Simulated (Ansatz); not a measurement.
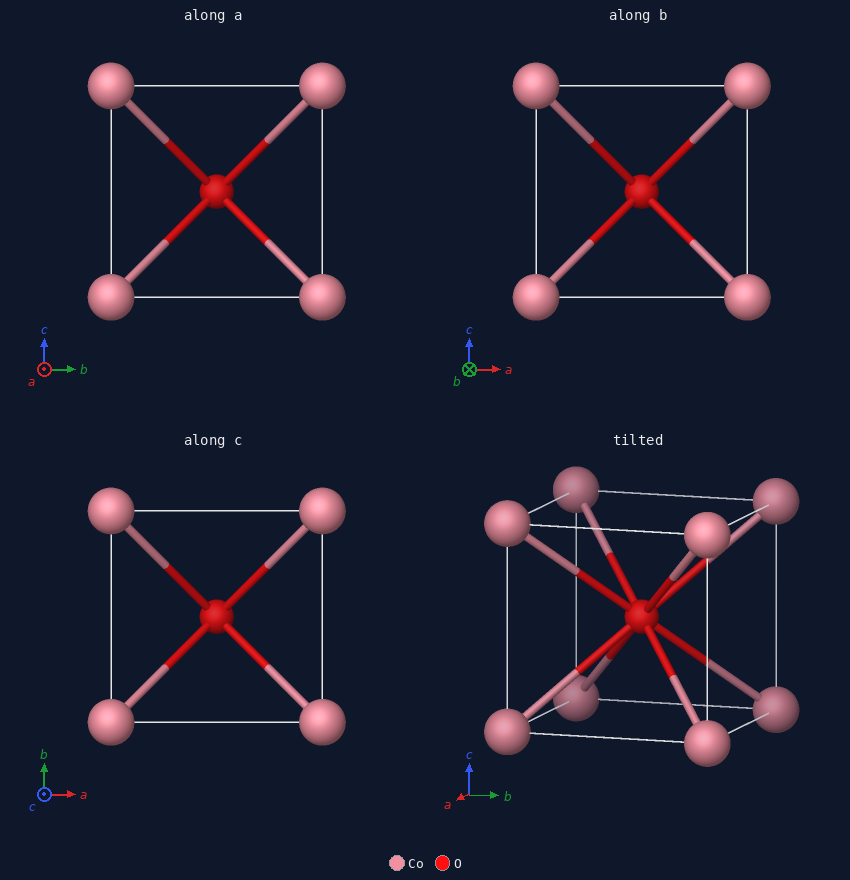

An orthographic ball-and-stick view of the structure, along the a axis, along the b axis, along the c axis and slightly off an axis. Lines trace the edges of the conventional unit cell.

Lattice parameters: a = 2.781 Å, b = 2.781 Å, c = 2.781 Å, α = 90.00°, β = 90.00°, γ = 90.00°. Put a along x and b in the xy plane.

**Express the structure as a POSCAR file.**

```
Co O
1.0
     2.781    0.000    0.000
     0.000    2.781    0.000
     0.000    0.000    2.781
Co O
1 1
Direct
  0.0000 0.0000 0.0000
  0.5000 0.5000 0.5000
```

The structure comes from a structure type filled with these elements by a generator (whether the compound takes this form wasn't checked). Earlier steps of the study, as a rule a relaxation of our own, may have changed the cell and positions, so they can lie some per cent off the listed ones. Ansatz was used for an electronic-structure calculation on it.

At this level of theory the run's own cell isn't at rest (stretched, at -37 GPa), so its distances can differ from those at equilibrium, the more so the softer the solid.
